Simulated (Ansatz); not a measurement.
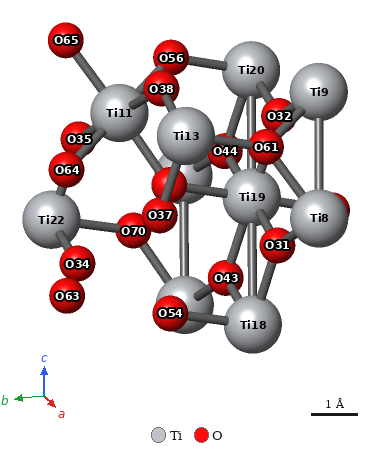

Starting structure of a defect cell of composition Ti$_{23}$O$_{48}$ (cell charge −4). The picture is a ball-and-stick view of the atoms within 4.2 Å of the atom that moves most (axes of the cell of the calculation (origin shifted)), seen from a free direction.

Level of theory: DFT, PBEsol, PAW, plane waves in Ansatz 0.2.0.

Settings: plane-wave cutoff 420 eV; k-point mesh 1 × 1 × 1; mesh shifted by (0.25, 0.25, 0.25); no spin polarisation; atoms relaxed in a fixed cell; force threshold 0.03 eV/Å; at most 80 steps.

```
Ti O
1.0
     9.18283    0.00000    0.00000
     0.00000    9.18283    0.00000
     0.00000    0.00000    8.81661
Ti O
23 48
Direct
  0.99776 0.99630 0.00304
  0.99925 0.99538 0.32969
  0.00135 0.99755 0.66537
  0.00181 0.50189 0.00237
  0.00239 0.50062 0.33082
  0.99485 0.50124 0.66630
  0.49781 0.99850 0.99679
  0.50041 0.99828 0.33710
  0.50027 0.99935 0.66724
  0.50012 0.50056 0.99762
  0.50253 0.49948 0.66745
  0.24830 0.24825 0.16403
  0.25215 0.25053 0.49818
  0.25300 0.25442 0.83293
  0.24963 0.75148 0.16528
  0.24827 0.74937 0.50215
  0.24815 0.75099 0.83227
  0.74874 0.24649 0.16858
  0.75206 0.25031 0.50202
  0.75055 0.25140 0.83370
  0.74946 0.75299 0.16685
  0.75289 0.75237 0.49856
  0.75218 0.75200 0.83508
  0.15887 0.15256 0.99815
  0.15343 0.15235 0.33686
  0.15129 0.15390 0.66592
  0.15020 0.65353 0.00367
  0.15334 0.65416 0.33449
  0.15060 0.64982 0.66590
  0.65265 0.15395 0.99583
  0.64977 0.15226 0.33238
  0.65152 0.14864 0.67073
  0.65176 0.65024 0.00007
  0.64723 0.65253 0.33856
  0.64825 0.65008 0.66307
  0.34319 0.34300 0.00209
  0.34841 0.34750 0.33285
  0.35113 0.34445 0.66488
  0.34896 0.84701 0.99983
  0.34947 0.85005 0.33369
  0.34978 0.84689 0.66766
  0.84525 0.34367 0.00086
  0.84617 0.34664 0.33315
  0.85037 0.35011 0.66618
  0.84863 0.85014 0.99870
  0.84669 0.84811 0.33418
  0.85062 0.84983 0.66854
  0.09728 0.40331 0.16656
  0.09874 0.40497 0.50129
  0.09710 0.40078 0.82993
  0.09611 0.89973 0.16850
  0.10236 0.90190 0.50048
  0.09341 0.90164 0.83214
  0.59835 0.40346 0.16491
  0.59567 0.40537 0.49964
  0.59831 0.40169 0.83315
  0.59664 0.90136 0.16965
  0.59600 0.90018 0.49825
  0.59653 0.90221 0.83572
  0.40088 0.09625 0.16761
  0.39966 0.09850 0.50139
  0.40181 0.09613 0.83564
  0.40220 0.59749 0.16771
  0.40127 0.59879 0.49698
  0.40088 0.60058 0.83478
  0.90293 0.10144 0.16982
  0.89985 0.09771 0.50042
  0.90215 0.09442 0.83942
  0.90418 0.59534 0.16717
  0.90471 0.59703 0.50340
  0.90252 0.59898 0.83218
```

Question: Where does the relaxation end?

Answer: The energy falls by 5.049 eV per cell of the calculation in 8 geometry steps. The largest force component goes from 5.4 to 0.0062 eV/Å. The largest move is that of O55, 0.24 Å along [1 −1 2]. By element the largest moves are O 0.24 Å, Ti 0.13 Å. The cell doesn't change. Among the contacts that change: Ti19–O55 2.022 → 1.798 Å, Ti18–O54 1.996 → 1.797 Å, Ti11–O64 1.989 → 1.829 Å, Ti22–O34 1.942 → 1.811 Å. Among the angles between lasting bonds that change: Ti11–O55–Ti19 128.8° → 145.0°, Ti8–O61–Ti9 96.4° → 98.7°.

Step by step:

| step | E − E(0), meV/atom | largest force component, eV/Å |
| --- | --- | --- |
| 0 | 0.00 | 5.3816 |
| 1 | -56.99 | 2.5847 |
| 2 | -69.03 | 0.5221 |
| 3 | -69.83 | 0.5940 |
| 4 | -71.07 | 0.0472 |
| 5 | -71.08 | 0.0446 |
| 6 | -71.09 | 0.0490 |
| 7 | -71.11 | 0.0062 |
| 8 | -71.11 | 0.0062 |

The end point in the same view:

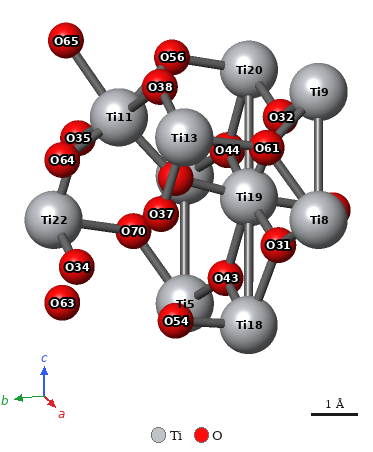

Limits of the set-up: the cell is charged, on a uniform background, and energies carry no finite-size correction.
